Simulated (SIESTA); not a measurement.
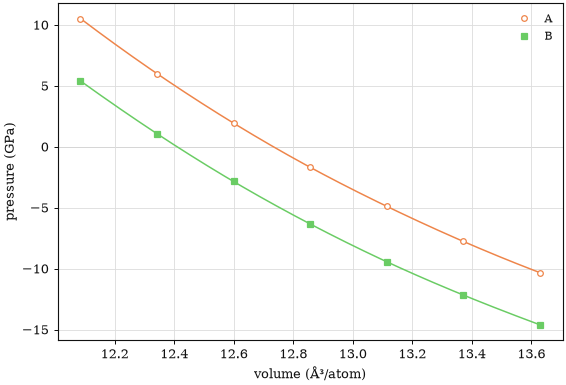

The figure shows the pressure against volume, with one curve for each functional, for BaTiO₃ (space group P4mm). The labels are replaced by letters. In alphabetical order the cases are: LDA; PBEsol.

Computed with SIESTA 5.4.2: DFT in numerical atomic orbitals with pseudopotentials, no spin polarisation; energies at scaled volumes of the given cell, shape and fractions fixed, counted from the fit's minimum, third-order Birch-Murnaghan fit. All runs: no spin polarisation.

- k mesh: 5×5×5
- occupations: Fermi–Dirac
- smearing width: 0.05 eV
- potentials: PseudoDojo 0.4 standard, converted to PSML, two zetas on semicore shells

### Which letter stands for which functional?

A: PBEsol; B: LDA.

Keep in mind: mulliken charges of long orbitals; shape and atomic fractions are frozen while scaling, which makes layered, chain and framework solids too stiff.
